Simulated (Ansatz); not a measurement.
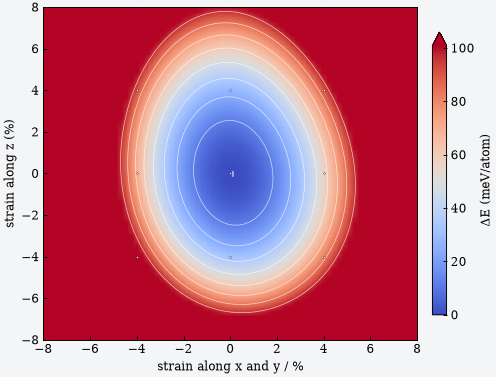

BN (P6_3mc, No. 186; 4 atoms in the cell). The cell is strained homogeneously, by one strain along x and y and another along z, with fractional coordinates fixed (x along [1 0 0], z along [0 0 1] of the conventional cell). Coordinates scanned: (1) strain along x and y; (2) strain along z. Grid: 5 × 5 points. Points are written as (first, second). Energies: meV/atom, counted from the lowest grid point. The reference cell is the one listed in the database, not relaxed at this level. The calculation used Ansatz 0.2.0, DFT PBE, scalar-relativistic, plane waves, PAW. Settings: cutoff 420 eV, k-mesh 12×12×6 in the order of the run's cell vectors, gaussian smearing 0.05 eV, no spin polarisation.

The picture shows a smooth colour map with a few white contour lines, dots at the grid points, one colour for all values above the top of the scale. Between grid points the surface is interpolated.

Question: Estimate the clamped-ion elastic constants that this map fixes.

Answer: With the cell volume of 23.9 Å³, the curvatures of the interpolated surface at its minimum give C₁₁ + C₂₂ + 2C₁₂ ≈ 2100 GPa, C₃₃ ≈ 1000 GPa and C₁₃ + C₂₃ ≈ 116 GPa (clamped ions, Cartesian axes of the cell). A stretch of 1 % along z with free sides (kept equal in x and y) would change the in-plane lengths by about −0.06 %.
